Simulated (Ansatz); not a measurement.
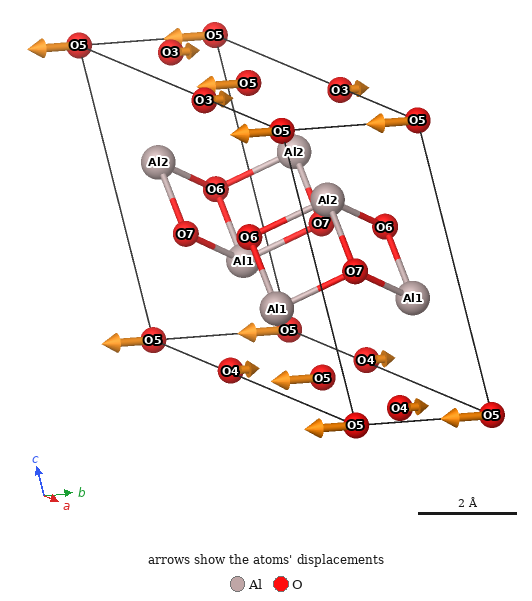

The lowest optical mode of solid Al2O5 (a generated structure), space group C2/m (No. 12), at the zone centre. The orange arrows are the displacements of the atoms (eigenvector over the root of the mass), of arbitrary overall length and sign. A ball-and-stick model of the conventional cell (2 times the calculation's cell), seen slightly off an axis. Lengths and directions refer to the drawn axes.

All numbers below come from DFT PBE, scalar-relativistic, plane waves, PAW in Ansatz 0.2.0.

Input
```yaml
crystal:
  lattice:
    - [5.1877450581, -1.5098568241, -0.9430139123]
    - [5.1877450581, 1.5098568241, -0.9430139123]
    - [-5.5960840949, 0.0, 6.5807010059]
  atoms:
    - { symbol: Al, position: [0.4083606066, 0.4083606066, 0.6826888414] }
    - { symbol: Al, position: [0.5916393934, 0.5916393934, 0.3173111586] }
    - { symbol: O, position: [0.6235698064, 0.6235698064, 1.0079336259] }
    - { symbol: O, position: [0.3764301936, 0.3764301936, -0.0079336259] }
    - { symbol: O, position: [0.0, 0.0, 0.0] }
    - { symbol: O, position: [0.1283176883, 0.1283176883, 0.4554407928] }
    - { symbol: O, position: [0.8716823117, 0.8716823117, 0.5445592072] }
basis:
  ecutwfc: 420
kpoints:
  mp_grid: { grid: [10, 10, 6] }
hamiltonian:
  xc: pbe
scf:
  occupations: { method: fixed }
output:
  eigenvalues: true
phonons:
  method: dfpt
  dielectric: true
  rigid_motions: translations
  eigenvectors: true
```

Launched with:
```bash
ansatz run input.yaml --threads 4 --pin off --max-ram 12288MiB --backend cpu --events-out ev --progress --plain --runs-dir out
```

Frequencies are those without the non-analytic (LO–TO) term.

Is the structure stable against all modes at this point?

No. This is the A_u mode at 584i cm⁻¹, the lowest optical level, infrared-active by symmetry. The Al atoms hardly move; all motion is along b; atoms of one kind move against one another, with no net shift of their sublattice; the Al–O bond lengths don't change to first order, so for these it is a bending, tilting or sliding motion. The frequency is imaginary, so the structure is unstable against this distortion. Freezing in the drawn pattern lowers the space group from C2/m to C2 (No. 5). Its infrared intensity is 210 (D/Å)²/amu.

Limits of the set-up: layers or molecules are held without a dispersion correction, so their spacing is unreliable.
